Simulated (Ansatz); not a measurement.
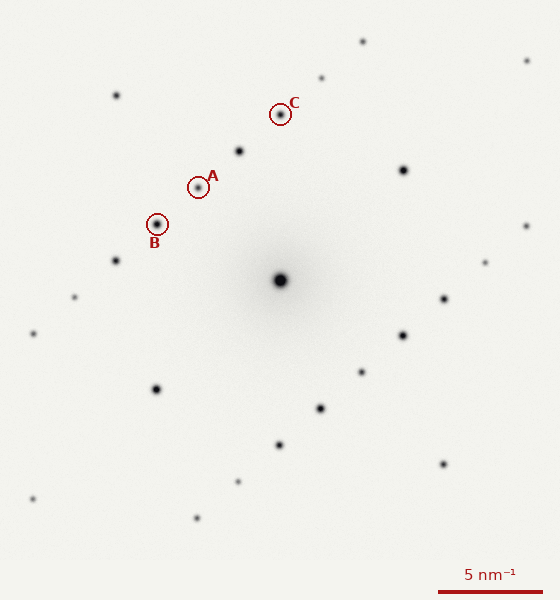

Computed electron diffraction pattern, 200 kV, single scattering only, B = 1 Å². The zone axis points towards the electron source and the pattern is seen from the source side.

The sample is Zn, space group P6/mmm (No. 191), a = 4.35 Å, c = 2.65 Å (hexagonal axes). Structure: the end point of a relaxation with DFT, PBEsol, plane waves (420 eV) with PAW, scalar-relativistic in Ansatz; the starting structure was generated, so it need not be a known form of this composition.

```
Zn
1.0
     4.35176    0.00000    0.00000
    -2.17588    3.76873    0.00000
     0.00000    0.00000    2.65427
Zn
3
Cartesian
  0.0000 0.0000 0.0000
  0.0000 2.5125 1.3271
  2.1759 1.2562 1.3271
```

Spot A is indexed -2 1 1 and spot B -2 0 1.

Question: Index the other marked spot.

Answer: C = 3A − 2B = -2 3 1 (d = 1.255 Å).

Question: Which zone axis is this?

Answer: The cross product of A and B is parallel to [102]; every spot obeys hu + kv + lw = 0.

Question: What are the spacings of A and B and the angle between them?

Answer: d(A) = 1.683 Å, d(B) = 1.537 Å, and the angle is 24.1°.
